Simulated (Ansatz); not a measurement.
System: VN.

The calculation's input:

```
crystal:
  lattice:
    - [0.0, 2.0501472336, 2.0501472336]
    - [2.0501472336, 0.0, 2.0501472336]
    - [2.0501472336, 2.0501472336, 0.0]
  atoms:
    - { symbol: V, position: [0.0, 0.0, 0.0], spin: 2.0 }
    - { symbol: "N", position: [0.5, 0.5, 0.5] }
magnetization:
  spin_polarized: true
kpoints:
  mp_grid: { grid: [19, 19, 19] }
scf:
  occupations: { method: fermi_dirac, width: 0.05 }
hamiltonian:
  xc: pbe
  pseudopotentials: { kind: paw, frozen_core: stored }
output:
  forces: true
  stress: true
  populations: true
  efg: { quadrupole_moments_barn: { V: -0.052, "N": 0.02044 } }
  write_density: true
  write_potential: true
  elf: true
  volumetric_format: npy
relax:
  f_tol: 0.02
  max_steps: 60
```

Command:

```sh
ansatz run input.yaml --threads 1 --pin off --max-ram 3072MiB --backend cpu --events-out ev --progress --plain --runs-dir out
```

Below, planes, directions and counts refer to the conventional cell (a = 4.10 Å, b = 4.10 Å, c = 4.10 Å, α = 90.00°, β = 90.00°, γ = 90.00°).

The fields are those of the relaxed geometry.

Space group Fm-3m; computed pressure about 4 GPa in this cell; the program warned that a starting moment wasn't kept; spin-polarised, but the moments vanished.

The calculation used DFT, PBE, plane-wave PAW, default files, scalar-relativistic, frozen cores in Ansatz.

Q: Predict the valence pseudo-density and electron localisation function between the atoms.

A: V–N (2.05 Å): ρ is about 0.58 e/Å³ halfway; the ELF peaks at about 0.80 in the valence shell of N, 0.6 Å from its nucleus, and is about 0.20 at the midpoint: no shared electron pair shows on this line.

Q: Does the calculation give a band gap?

A: It is gapless in this calculation (a metal or semimetal); semilocal functionals without U, or without the true magnetic order, often close the gap of such compounds.

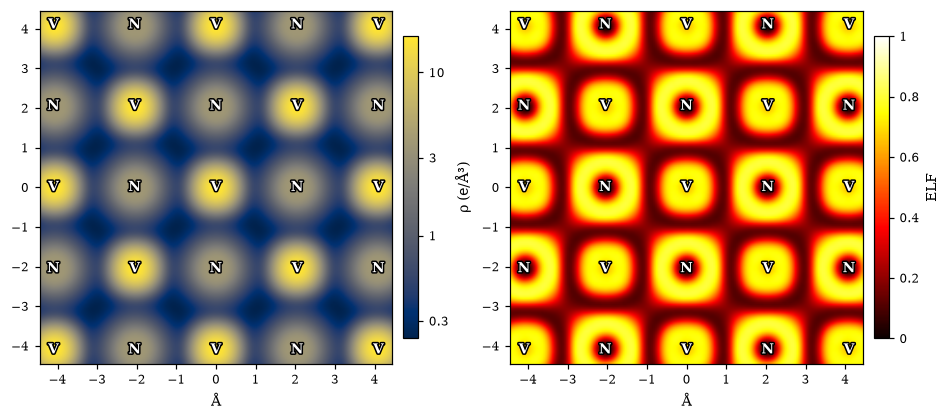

Computed valence pseudo-density and electron localisation function on the (001) plane of the conventional cell, in this order. 

Core electrons are frozen (PAW), and the valence fields are smoothed inside the atomic spheres.
